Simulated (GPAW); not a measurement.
**GaN (F-43m): how ε∞ follows the gap**

The empty bands of GaN (F-43m) are shifted up rigidly by Δ, and ε∞ is computed for each shift.

Cell: a, b, c = 3.187, 3.187, 3.187 Å (primitive vectors), 2 atoms.

Method: GPAW 26.7.0, PBE, RPA, k-mesh 16×16×16, local fields up to 70 eV, Lorentzian half width 0.12 eV.

Launch of the response step: `OMP_NUM_THREADS=1 python df.py`. The series took 71 s in all, its band step included, on 1 thread of Arm Neoverse V2, on a shared host.

| Δ (eV) | ε∞ |
| --- | --- |
| 0.00 | ? |
| 0.25 | 5.470 |
| 0.50 | 5.308 |
| 0.75 | 5.162 |
| 1.00 | 5.026 |
| 1.50 | 4.785 |
| 2.00 | 4.576 |
| 3.00 | 4.229 |

With one effective transition at E₀ and fixed dipole strength, ε∞ − 1 = A/(E₀ + Δ), so 1/(ε∞ − 1) is linear in Δ.

Working, on the rows shown:

| x = Δ (eV) | y = 1/(ε∞ − 1) |
| --- | --- |
| 0.25 | 0.223714 |
| 0.5 | 0.232126 |
| 0.75 | 0.240269 |
| 1 | 0.248385 |
| 1.5 | 0.264201 |
| 2 | 0.279642 |
| 3 | 0.309693 |

Means: x̄ = 1.2857, ȳ = 0.25686. Σ(x − x̄)(y − ȳ) = 0.1735, Σ(x − x̄)² = 5.554. Slope = 0.1735 / 5.554 = 0.03124; intercept = ȳ − slope · x̄ = 0.2167. Turned back into ε∞, the line misses the rows shown by at most 0.016.

Task: Fill in the last column of the withheld row.

Result: At x = 0 the line gives y = 0.2167, that is 5.615. The run gave 5.649, so the extrapolation is off by 0.034, 2 % of the range in the table.

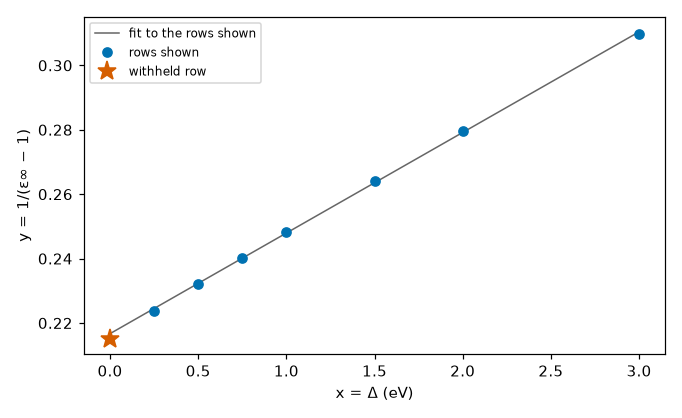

Refitted with all rows, the slope is 0.0315 and the intercept 0.21621. These give E₀ = intercept/slope = 6.9 eV, far above the least direct gap of 1.76 eV: most of the screening comes from transitions well over the edge. Over the first step ε∞ falls by 13 % per eV. Excitons are left out; PBE gaps are as a rule too small. The values come from a sum over the points of one k-mesh and carry its error, which grows as the direct gap shrinks. Spin-orbit coupling is left out.
